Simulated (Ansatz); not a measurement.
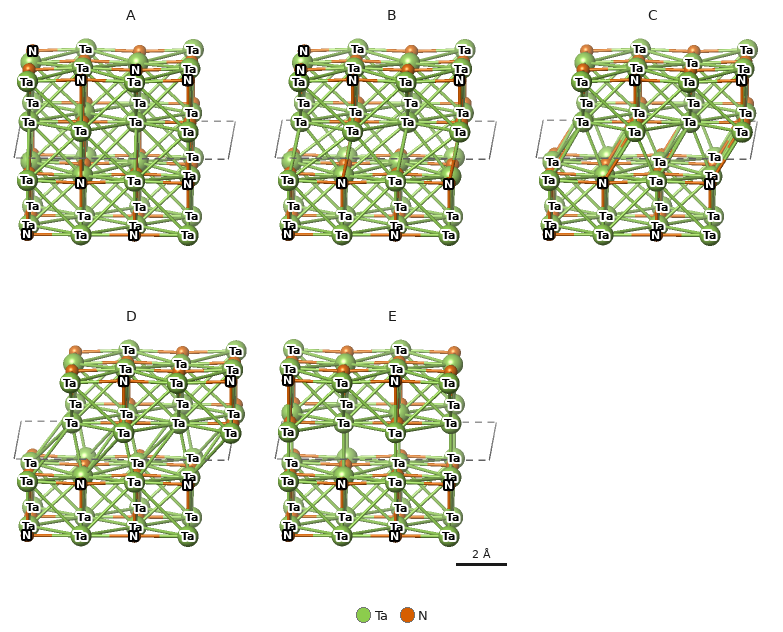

Frames of a one-coordinate scan of a crystal of Ta4N3 (I4/mmm). The picture is a ball-and-stick view of the layers on both sides of the dashed plane, seen from the side, nearly along that plane.

Level of theory: Ansatz 0.2.0, DFT PBEsol, scalar-relativistic, plane waves, PAW. Settings: plane-wave cutoff 420 eV; k-point mesh 9 × 9 × 5; occupations gaussian; smearing width 0.15 eV; no spin polarisation. Energies (free energies at the smearing named) are counted from the relaxed crystal.

Which coordinate changes from frame to frame?

The crystal above a cut along the (0 0 1) plane of the conventional cell (between a plane of N/Ta below and one of N/Ta above, 2.04 Å apart) is slid rigidly by fractions of an in-plane lattice vector 4.36 Å long (a generalised stacking fault). In the frames the slip is 0.00 (A), 0.10 (B), 0.30 (C), 0.40 (D), 0.50 (E). One cut stands in each cell, which starts 8.5 Å high; nothing is relaxed, and the dashed outline marks the cut. Their energies are 0 mJ/m², 586 mJ/m², 5780 mJ/m², 8667 mJ/m², 9700 mJ/m².
